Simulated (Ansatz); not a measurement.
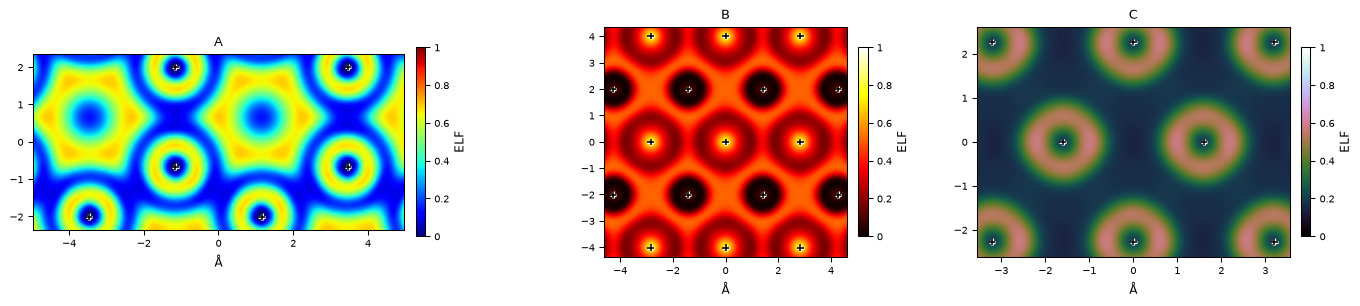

The electron localisation function of 3 systems, each on a plane through atoms (crosses mark nuclei in the plane).

Computed with Ansatz 0.2.0, Kohn-Sham DFT of a periodic cell, r2SCAN, Ansatz PAW.

System 1: Ti, the (001) plane of the conventional cell. Space group P6/mmm; a structure from a database of computed crystals, not necessarily the ambient phase; computed pressure about −4 GPa in this cell.

```yaml
crystal:
  lattice:
    - [4.62748, 0.00000, 0.00000]
    - [-2.31374, 4.00751, 0.00000]
    - [0.00000, 0.00000, 2.86344]
  atoms:
    - { symbol: Ti, position: [0.66667, 0.33333, 0.50000] }
    - { symbol: Ti, position: [0.33333, 0.66667, 0.50000] }
    - { symbol: Ti, position: [0.00000, 0.00000, 0.00000] }
```

System 2: Pd, the (011) plane of the conventional cell. Space group Im-3m; a structure from a database of computed crystals, not necessarily the ambient phase; computed pressure about −13 GPa in this cell.

```
Pd
1.0
     3.20624    0.00000    0.00000
     0.00000    3.20624    0.00000
     0.00000    0.00000    3.20624
Pd
2
Direct
  0.00000 0.00000 0.00000
  0.50000 0.50000 0.50000
```

System 3: AlNi, the (110) plane of the conventional cell. Space group Pm-3m; computed pressure about 4 GPa in this cell; the program warned that a starting moment wasn't kept; spin-polarised, but the moments vanished.

Which map belongs to which system?

Panel A is system 1, Ti: the plane holds Ti. Ti–Ti (2.67 Å): the ELF is about 0.10 at the midpoint; no localised pair shows between them. Panel B is system 3, AlNi: the plane holds Ni and Al. Al–Ni (2.46 Å): the ELF is about 0.40 at the midpoint. Panel C is system 2, Pd: the plane holds Pd. Pd–Pd (2.78 Å): the ELF is about 0.20 at the midpoint; no localised pair shows between them.
